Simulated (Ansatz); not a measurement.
# Geometry relaxation, with input and output: C (part 1 of 3)

The run: geometry relaxation of C (slab, 18 atoms in the cell). Method and program: DFT PBEsol, scalar-relativistic, plane waves, PAW, no spin polarisation (Ansatz 0.2.0).

The structure derives from an entry of the Crystallography Open Database. It belongs to a series of runs on one base structure; here: (1 1 0) slab, atoms relaxed. Figures and captions count atoms from 1; the log counts them from 0 in places.

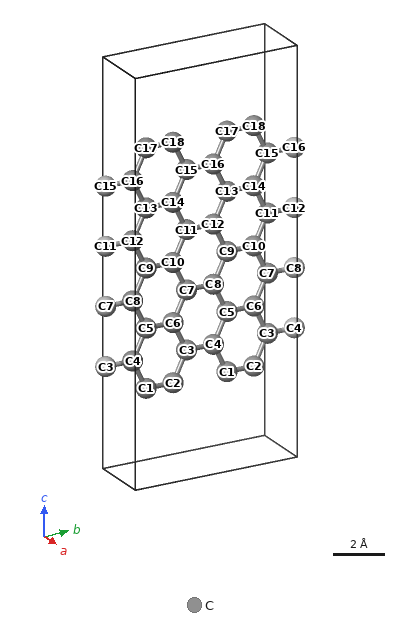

**Figure 1.** The starting structure (ball-and-stick view of the 1 × 2 repeat of the cell, with the vacuum cut short, seen slightly off an axis; neighbours outside the cell are drawn fainter; atoms are numbered from 1 in the order of the input). An atom can appear more than once, as a periodic image. Near neighbours in the periodic cell (some may lie outside the picture): C has 2 C at 1.42 Å; C has 3 C at 1.42 Å.

Summary

```csv
quantity,value
outcome,converged
electrons treated,72
free energy,−4431.3885 eV
"work function, top face",5.10 eV
"work function, bottom face",5.10 eV
Fermi energy,−0.072 eV
gap on the k-point mesh,0.06 eV
final volume,380.59 Å³
work function (upper face),5.10 eV
largest force (length of the vector) at the end,0.008 eV/Å
hardware,"2 threads of Arm Neoverse V2, 24 GiB of memory available, shared host"
wall time,8.6 min (CPU time 17 min)
peak memory,1.1 GiB
```

Remarks

Warnings of the run: the exchange-correlation potential is rough where the density is thin.

The input
```yaml
crystal:
  lattice:
    - [3.8680418282, 0.0, 0.0]
    - [-1.563126745, 3.9617361947, 0.0]
    - [0.0, 0.0, 24.835641012]
  atoms:
    - { symbol: C, position: [0.5000811939, 0.333360398, 0.3019853603] }
    - { symbol: C, position: [0.4999188061, 0.666639602, 0.3019853603] }
    - { symbol: C, position: [0.5000811939, 0.833360398, 0.3514890202] }
    - { symbol: C, position: [0.4999188061, 0.166639602, 0.3514890202] }
    - { symbol: C, position: [0.5000811939, 0.333360398, 0.4009926802] }
    - { symbol: C, position: [0.4999188061, 0.666639602, 0.4009926802] }
    - { symbol: C, position: [0.5000811939, 0.833360398, 0.4504963401] }
    - { symbol: C, position: [0.4999188061, 0.166639602, 0.4504963401] }
    - { symbol: C, position: [0.5000811939, 0.333360398, 0.5] }
    - { symbol: C, position: [0.4999188061, 0.666639602, 0.5] }
    - { symbol: C, position: [0.5000811939, 0.833360398, 0.5495036599] }
    - { symbol: C, position: [0.4999188061, 0.166639602, 0.5495036599] }
    - { symbol: C, position: [0.5000811939, 0.333360398, 0.5990073198] }
    - { symbol: C, position: [0.4999188061, 0.666639602, 0.5990073198] }
    - { symbol: C, position: [0.5000811939, 0.833360398, 0.6485109798] }
    - { symbol: C, position: [0.4999188061, 0.166639602, 0.6485109798] }
    - { symbol: C, position: [0.5000811939, 0.333360398, 0.6980146397] }
    - { symbol: C, position: [0.4999188061, 0.666639602, 0.6980146397] }
basis:
  ecutwfc: 420
kpoints:
  mp_grid: { grid: [10, 9, 1] }
hamiltonian:
  xc: pbesol
scf:
  occupations: { method: gaussian, width: 0.05 }
output:
  forces: true
  eigenvalues: true
  write_density: true
  write_potential: true
  elf: true
  volumetric_format: npy
relax:
  adjacent_minimum: "off"
  f_tol: 0.02
  max_steps: 60
efield:
  axis: 3
  dipole_correction: true
  ramp_width: 0.04
```

Launched with:
```bash
ansatz run input.yaml --threads 2 --pin off --max-ram 5120MiB --backend cpu --events-out ev --progress --plain --runs-dir out
```

Log
```
Engine: ansatz 0.2.0, aarch64-unknown-linux-gnu
Pseudopotentials: kind: paw
Pseudopotential: C, paw, valence charge 4, recommended cutoff 420 eV (normal), C.paw.azcp
Functional definition: PBEsol
  exchange = pbesol_x
  correlation = pbesol_c
Crystal: 18 atoms, lattice volume = 380.585 Å³
Basis set: ecut = 420 eV, 7479 PW (Γ), exchange–correlation on 54×60×360 points (8 copies of the dense FFT grid, shifted against one another)
Bands: 54, of which v1, the nominal top of the filled ones, is band 36 counted from 1 (35 counted from 0)
Symmetry: 2 space group operations
k-points: 46 of 90
Non-local potential: C, projectors of the file, l = 0: 2, l = 1: 2, l = 2: 1
PAW form: soft (Blöchl's): semilocal exchange-correlation on the pseudo side does not see the compensation charge
PAW frozen core: C, regenerated for the run's functional, and the local potential with it (the file was generated under x = pbe(κ = 0.804, μ = 0.2195149727645171), c = pbe(β = 0.06672455060314922))
PAW one-centre angular grid: C, 110 points (default); XC on 64 Gauss nodes
Initial density: superposition of atomic densities (neutral atoms: chi_scale 0, normalization atom), corrected by the library's trained network
Initial wavefunctions: pseudopotential atomic-orbital guess
Functional: x = pbesol(κ = 0.804, μ = 0.12345679012345678), c = pbesol(β = 0.046)
SCF iter   1: F=—  HF=-4429.390693 eV  |F-HF|=—  |Δ(HF+E_count)|=         —  Δρ=7.40e-3  dr2=1.56e-1  ethr=1.77e-3  p=0.000 e·Å  D=2.92e-14 V/Å  ΔV_dip=-0.00 eV  dr2_dipole=1.29e-8  V_vac-E_F(+/−)=6.33/6.33 eV  ⟨swp⟩=12.1  Hψ=16419  notcnv=0  defer=284
efield: sawtooth ramp at fractional position 0.9800 (placed from the atoms, in the widest stretch of the axis that holds none; the zero of the levels goes with the place), width 0.0400; the density the first Hamiltonian is built on has a dipole p = 0.000 e·Å; the dipole correction subtracts the counter field D = 2.92e-14 V/Å, which shifts the + side's vacuum level by -0.00 eV against the − side's; the planar-averaged density in the ramp window peaks in size at 1.4e-4 e/Å³
preconditioner: auto → LDOS  [metal: Δε(μ)=0.013 eV  Ē_g=13.748 eV  σ=0.050 eV  W_gap=0.14  n_scr=70 (ndim 8)  ℏωp=16.2 eV  f_vac=0.486  D(μ)=5.18/eV (n_scr^D=12)  β→1.0]
SCF iter   2: F=—  HF=-4429.378356 eV  |F-HF|=—  |Δ(HF+E_count)|=   1.23e-2  Δρ=2.67e-3  dr2=6.22e-2  ethr=2.17e-4  p=0.000 e·Å  D=4.14e-7 V/Å  ΔV_dip=-0.00 eV  dr2_dipole=2.58e-8  V_vac-E_F(+/−)=6.30/6.30 eV  ⟨swp⟩=2.4  Hψ=4467  notcnv=0  defer=501
SCF iter   3: F=—  HF=-4429.370325 eV  |F-HF|=—  |Δ(HF+E_count)|=   8.03e-3  Δρ=9.08e-4  dr2=5.73e-3  ethr=8.64e-5  p=0.000 e·Å  D=7.50e-7 V/Å  ΔV_dip=-0.00 eV  dr2_dipole=9.22e-9  V_vac-E_F(+/−)=6.31/6.31 eV  ⟨swp⟩=2.0  Hψ=3518  notcnv=0  defer=501
SCF iter   4: F=—  HF=-4429.369361 eV  |F-HF|=—  |Δ(HF+E_count)|=   9.64e-4  Δρ=4.81e-4  dr2=2.00e-3  ethr=7.95e-6  p=0.000 e·Å  D=6.15e-7 V/Å  ΔV_dip=-0.00 eV  dr2_dipole=1.47e-9  V_vac-E_F(+/−)=6.34/6.34 eV  ⟨swp⟩=2.0  Hψ=3465  notcnv=0  defer=501
SCF iter   5: F=—  HF=-4429.369272 eV  |F-HF|=—  |Δ(HF+E_count)|=   8.93e-5  Δρ=2.89e-4  dr2=9.16e-4  ethr=2.78e-6  p=0.000 e·Å  D=2.10e-7 V/Å  ΔV_dip=-0.00 eV  dr2_dipole=3.68e-12  V_vac-E_F(+/−)=6.36/6.36 eV  ⟨swp⟩=2.5  Hψ=3455  notcnv=0  defer=501
SCF iter   6: F=—  HF=-4429.369191 eV  |F-HF|=—  |Δ(HF+E_count)|=   8.04e-5  Δρ=8.01e-5  dr2=7.95e-5  ethr=1.27e-6  p=0.000 e·Å  D=6.44e-8 V/Å  ΔV_dip=-0.00 eV  dr2_dipole=1.87e-13  V_vac-E_F(+/−)=6.37/6.37 eV  ⟨swp⟩=2.4  Hψ=3308  notcnv=0  defer=501
iter 7 did not close the SCF: its close was put off until two iterations running show no level that it waits for move by more than its bar (scf_convergence_deferred on its scf_iter line)
SCF iter   7: F=-4429.369185 eV  HF=-4429.369187 eV  |F-HF|=1.91e-6  |Δ(HF+E_count)|=   4.13e-6  Δρ=2.27e-5  dr2=4.76e-6  ethr=1.39e-8  p=-0.000 e·Å  D=-1.79e-8 V/Å  ΔV_dip=0.00 eV  dr2_dipole=4.32e-13  V_vac-E_F(+/−)=6.37/6.37 eV  ⟨swp⟩=29.3  Hψ=28045  notcnv=0
iter 8 did not close the SCF: its close was put off until two iterations running show no level that it waits for move by more than its bar (scf_convergence_deferred on its scf_iter line)
SCF iter   8: F=-4429.369189 eV  HF=-4429.369188 eV  |F-HF|=1.87e-7  |Δ(HF+E_count)|=   1.37e-6  Δρ=5.40e-6  dr2=1.61e-7  ethr=6.61e-9  p=-0.000 e·Å  D=-2.67e-8 V/Å  ΔV_dip=0.00 eV  dr2_dipole=2.15e-12  V_vac-E_F(+/−)=6.37/6.37 eV  ⟨swp⟩=16.0  Hψ=19667  notcnv=0
SCF iter   9: F=-4429.369189 eV  HF=-4429.369189 eV  |F-HF|=3.65e-8  |Δ(HF+E_count)|=   2.32e-7  Δρ=1.79e-6  dr2=1.25e-8  ethr=2.24e-10  p=-0.000 e·Å  D=-1.13e-8 V/Å  ΔV_dip=0.00 eV  dr2_dipole=6.66e-15  V_vac-E_F(+/−)=6.37/6.37 eV  ⟨swp⟩=11.5  Hψ=17356  notcnv=0
SCF 1 converged in 9 iterations: F = -4429.369189 eV  dr2 = 1.25e-8
  greatest PAW one-centre occupation: 0.674 electrons in one spin orbital (limit 2), on the C atom at site 5 (counted from 0), in its partial waves of l = 0
relax step   1: F+E_penalty+E_count = -4429.36918875 eV  Δ(F+E_penalty+E_count) = +0.000e0 eV  max|allowed force component| = 6.772e0 eV/Å  Δτ_max = 0.0000 Å  (9 SCF iters, dr2 threshold 1.00e-5 eV, accepted)
Initial density: handed on by an earlier stage of this run
Initial wavefunctions: those handed on with the density
iter 1 solved again at ethr=7.59e-4 eV; its pass at ethr=3.10e-3 eV (dr2=5.47e-1 eV) is discarded
SCF iter   1: F=—  HF=-4431.167120 eV  |F-HF|=—  |Δ(HF+E_count)|=         —  Δρ=1.16e-2  dr2=5.39e-1  ethr=7.59e-4  p=-0.000 e·Å  D=-1.13e-8 V/Å  ΔV_dip=0.00 eV  dr2_dipole=4.30e-12  V_vac-E_F(+/−)=5.89/5.89 eV  ⟨swp⟩=1.0  Hψ=8878  notcnv=0  defer=508
efield: sawtooth ramp at fractional position 0.9800 (handed on by an earlier solve), width 0.0400; the density the first Hamiltonian is built on has a dipole p = -0.000 e·Å; the dipole correction subtracts the counter field D = -1.13e-8 V/Å, which shifts the + side's vacuum level by +0.00 eV against the − side's; the planar-averaged density in the ramp window peaks in size at 8.1e-8 e/Å³
preconditioner: auto → LDOS  [insulator: Δε(μ)=0.076 eV  Ē_g=14.050 eV  σ=0.050 eV  W_gap=0.69  n_scr=70 (ndim 8)  ℏωp=16.2 eV  f_vac=0.493  D(μ)=1.34/eV (n_scr^D=6)  ε∞_Penn≈2.3  β→1.0]
SCF iter   2: F=—  HF=-4431.105723 eV  |F-HF|=—  |Δ(HF+E_count)|=   6.14e-2  Δρ=8.54e-3  dr2=3.97e-1  ethr=7.49e-4  p=0.000 e·Å  D=4.91e-7 V/Å  ΔV_dip=-0.00 eV  dr2_dipole=8.75e-11  V_vac-E_F(+/−)=5.47/5.47 eV  ⟨swp⟩=3.0  Hψ=4199  notcnv=0  defer=508
SCF iter   3: F=—  HF=-4430.972247 eV  |F-HF|=—  |Δ(HF+E_count)|=   1.33e-1  Δρ=1.06e-3  dr2=6.27e-3  ethr=5.51e-4  p=-0.000 e·Å  D=-7.57e-8 V/Å  ΔV_dip=0.00 eV  dr2_dipole=3.49e-11  V_vac-E_F(+/−)=5.61/5.61 eV  ⟨swp⟩=2.1  Hψ=4309  notcnv=0  defer=525
SCF iter   4: F=—  HF=-4430.971412 eV  |F-HF|=—  |Δ(HF+E_count)|=   8.35e-4  Δρ=3.85e-4  dr2=2.24e-3  ethr=8.72e-6  p=-0.000 e·Å  D=-9.17e-9 V/Å  ΔV_dip=0.00 eV  dr2_dipole=8.01e-11  V_vac-E_F(+/−)=5.57/5.57 eV  ⟨swp⟩=2.0  Hψ=3572  notcnv=0  defer=525
SCF iter   5: F=—  HF=-4430.971366 eV  |F-HF|=—  |Δ(HF+E_count)|=   4.60e-5  Δρ=2.15e-4  dr2=3.60e-4  ethr=3.11e-6  p=0.000 e·Å  D=1.30e-7 V/Å  ΔV_dip=-0.00 eV  dr2_dipole=2.64e-11  V_vac-E_F(+/−)=5.55/5.55 eV  ⟨swp⟩=2.0  Hψ=2910  notcnv=0  defer=525
SCF iter   6: F=-4430.971350 eV  HF=-4430.971348 eV  |F-HF|=1.98e-6  |Δ(HF+E_count)|=   1.83e-5  Δρ=5.47e-5  dr2=2.47e-5  ethr=1.39e-7  p=0.000 e·Å  D=1.20e-7 V/Å  ΔV_dip=-0.00 eV  dr2_dipole=1.83e-11  V_vac-E_F(+/−)=5.54/5.54 eV  ⟨swp⟩=24.4  Hψ=28315  notcnv=0
SCF 2 converged in 6 iterations: F = -4430.971350 eV  dr2 = 2.47e-5
relax step   2: F+E_penalty+E_count = -4430.97134982 eV  Δ(F+E_penalty+E_count) = -1.602e0 eV  max|allowed force component| = 3.636e0 eV/Å  Δτ_max = 0.0744 Å  (6 SCF iters, dr2 threshold 1.00e-4 eV, accepted)
iter 1 solved again at ethr=1.53e-3 eV; its pass at ethr=3.10e-3 eV (dr2=1.10e0 eV) is discarded
SCF iter   1: F=—  HF=-4431.422280 eV  |F-HF|=—  |Δ(HF+E_count)|=         —  Δρ=1.87e-2  dr2=1.10e0  ethr=1.53e-3  p=0.000 e·Å  D=1.20e-7 V/Å  ΔV_dip=-0.00 eV  dr2_dipole=1.66e-10  V_vac-E_F(+/−)=5.45/5.45 eV  ⟨swp⟩=1.0  Hψ=9652  notcnv=0  defer=490
efield: sawtooth ramp at fractional position 0.9800 (handed on by an earlier solve), width 0.0400; the density the first Hamiltonian is built on has a dipole p = 0.000 e·Å; the dipole correction subtracts the counter field D = 1.20e-7 V/Å, which shifts the + side's vacuum level by -0.00 eV against the − side's; the planar-averaged density in the ramp window peaks in size at 3.3e-7 e/Å³
preconditioner: auto → LDOS  [insulator: Δε(μ)=0.065 eV  Ē_g=14.368 eV  σ=0.050 eV  W_gap=0.64  n_scr=70 (ndim 8)  ℏωp=16.2 eV  f_vac=0.504  D(μ)=0.33/eV (n_scr^D=2)  ε∞_Penn≈2.3  β→1.0]
SCF iter   2: F=—  HF=-4431.369950 eV  |F-HF|=—  |Δ(HF+E_count)|=   5.23e-2  Δρ=1.27e-2  dr2=1.07e0  ethr=1.52e-3  p=-0.000 e·Å  D=-2.73e-6 V/Å  ΔV_dip=0.00 eV  dr2_dipole=1.18e-9  V_vac-E_F(+/−)=4.63/4.63 eV  ⟨swp⟩=3.0  Hψ=4215  notcnv=0  defer=490
SCF iter   3: F=—  HF=-4431.028967 eV  |F-HF|=—  |Δ(HF+E_count)|=   3.41e-1  Δρ=2.13e-3  dr2=7.44e-2  ethr=1.48e-3  p=0.000 e·Å  D=2.25e-6 V/Å  ΔV_dip=-0.00 eV  dr2_dipole=6.05e-10  V_vac-E_F(+/−)=4.98/4.98 eV  ⟨swp⟩=2.0  Hψ=4449  notcnv=0  defer=542
SCF iter   4: F=—  HF=-4431.017156 eV  |F-HF|=—  |Δ(HF+E_count)|=   1.18e-2  Δρ=7.46e-4  dr2=2.47e-3  ethr=1.03e-4  p=-0.000 e·Å  D=-1.92e-6 V/Å  ΔV_dip=0.00 eV  dr2_dipole=8.12e-11  V_vac-E_F(+/−)=5.11/5.11 eV  ⟨swp⟩=2.0  Hψ=3150  notcnv=0  defer=549
SCF iter   5: F=—  HF=-4431.016793 eV  |F-HF|=—  |Δ(HF+E_count)|=   3.63e-4  Δρ=1.87e-4  dr2=7.58e-5  ethr=3.43e-6  p=-0.000 e·Å  D=-4.56e-7 V/Å  ΔV_dip=0.00 eV  dr2_dipole=1.46e-11  V_vac-E_F(+/−)=5.09/5.09 eV  ⟨swp⟩=2.0  Hψ=4061  notcnv=0  defer=544
SCF iter   6: F=-4431.016797 eV  HF=-4431.016798 eV  |F-HF|=9.31e-7  |Δ(HF+E_count)|=   5.43e-6  Δρ=4.07e-5  dr2=4.05e-6  ethr=1.05e-7  p=0.000 e·Å  D=1.24e-7 V/Å  ΔV_dip=-0.00 eV  dr2_dipole=4.52e-13  V_vac-E_F(+/−)=5.08/5.08 eV  ⟨swp⟩=25.7  Hψ=29565  notcnv=0
SCF 3 converged in 6 iterations: F = -4431.016797 eV  dr2 = 4.05e-6
  greatest PAW one-centre occupation: 0.707 electrons in one spin orbital (limit 2), on the C atom at site 17 (counted from 0), in its partial waves of l = 0
relax step   3: F+E_penalty+E_count = -4431.01679713 eV  Δ(F+E_penalty+E_count) = -4.545e-2 eV  max|allowed force component| = 5.506e0 eV/Å  Δτ_max = 0.1159 Å  (6 SCF iters, dr2 threshold 1.00e-4 eV, accepted)
iter 1 solved again at ethr=1.42e-3 eV; its pass at ethr=3.10e-3 eV (dr2=1.02e0 eV) is discarded
SCF iter   1: F=—  HF=-4431.457834 eV  |F-HF|=—  |Δ(HF+E_count)|=         —  Δρ=1.89e-2  dr2=1.00e0  ethr=1.42e-3  p=0.000 e·Å  D=1.24e-7 V/Å  ΔV_dip=-0.00 eV  dr2_dipole=1.51e-10  V_vac-E_F(+/−)=5.19/5.19 eV  ⟨swp⟩=1.0  Hψ=9726  notcnv=0  defer=475
efield: sawtooth ramp at fractional position 0.9800 (handed on by an earlier solve), width 0.0400; the density the first Hamiltonian is built on has a dipole p = 0.000 e·Å; the dipole correction subtracts the counter field D = 1.24e-7 V/Å, which shifts the + side's vacuum level by -0.00 eV against the − side's; the planar-averaged density in the ramp window peaks in size at 1.3e-7 e/Å³
preconditioner: auto → LDOS  [metal: Δε(μ)=0.008 eV  Ē_g=13.760 eV  σ=0.050 eV  W_gap=0.09  n_scr=70 (ndim 8)  ℏωp=16.2 eV  f_vac=0.496  D(μ)=2.64/eV (n_scr^D=8)  β→1.0]
SCF iter   2: F=—  HF=-4431.301703 eV  |F-HF|=—  |Δ(HF+E_count)|=   1.56e-1  Δρ=1.03e-2  dr2=6.23e-1  ethr=1.39e-3  p=-0.000 e·Å  D=-3.70e-7 V/Å  ΔV_dip=0.00 eV  dr2_dipole=4.35e-9  V_vac-E_F(+/−)=5.38/5.38 eV  ⟨swp⟩=3.0  Hψ=4175  notcnv=0  defer=476
SCF iter   3: F=—  HF=-4431.085415 eV  |F-HF|=—  |Δ(HF+E_count)|=   2.16e-1  Δρ=1.54e-3  dr2=1.62e-2  ethr=8.66e-4  p=0.000 e·Å  D=7.85e-7 V/Å  ΔV_dip=-0.00 eV  dr2_dipole=1.06e-12  V_vac-E_F(+/−)=5.30/5.30 eV  ⟨swp⟩=2.0  Hψ=4496  notcnv=0  defer=525
SCF iter   4: F=—  HF=-4431.082095 eV  |F-HF|=—  |Δ(HF+E_count)|=   3.32e-3  Δρ=4.43e-4  dr2=1.60e-3  ethr=2.25e-5  p=0.000 e·Å  D=5.94e-7 V/Å  ΔV_dip=-0.00 eV  dr2_dipole=3.26e-10  V_vac-E_F(+/−)=5.32/5.32 eV  ⟨swp⟩=2.0  Hψ=3510  notcnv=0  defer=526
SCF iter   5: F=—  HF=-4431.081907 eV  |F-HF|=—  |Δ(HF+E_count)|=   1.88e-4  Δρ=1.58e-4  dr2=1.63e-4  ethr=2.22e-6  p=0.000 e·Å  D=2.94e-7 V/Å  ΔV_dip=-0.00 eV  dr2_dipole=1.74e-10  V_vac-E_F(+/−)=5.33/5.33 eV  ⟨swp⟩=2.0  Hψ=3431  notcnv=0  defer=526
SCF iter   6: F=-4431.081910 eV  HF=-4431.081912 eV  |F-HF|=1.17e-6  |Δ(HF+E_count)|=   4.65e-6  Δρ=4.78e-5  dr2=1.98e-5  ethr=1.39e-7  p=0.000 e·Å  D=4.89e-8 V/Å  ΔV_dip=-0.00 eV  dr2_dipole=6.11e-11  V_vac-E_F(+/−)=5.34/5.34 eV  ⟨swp⟩=23.4  Hψ=26411  notcnv=0
SCF 4 converged in 6 iterations: F = -4431.081910 eV  dr2 = 1.98e-5
  greatest PAW one-centre occupation: 0.673 electrons in one spin orbital (limit 2), on the C atom at site 3 (counted from 0), in its partial waves of l = 0
relax step   4: F+E_penalty+E_count = -4431.08191037 eV  Δ(F+E_penalty+E_count) = -6.511e-2 eV  max|allowed force component| = 3.195e0 eV/Å  Δτ_max = 0.1193 Å  (6 SCF iters, dr2 threshold 1.00e-4 eV, accepted)
iter 1 solved again at ethr=2.96e-4 eV; its pass at ethr=3.10e-3 eV (dr2=2.13e-1 eV) is discarded
```
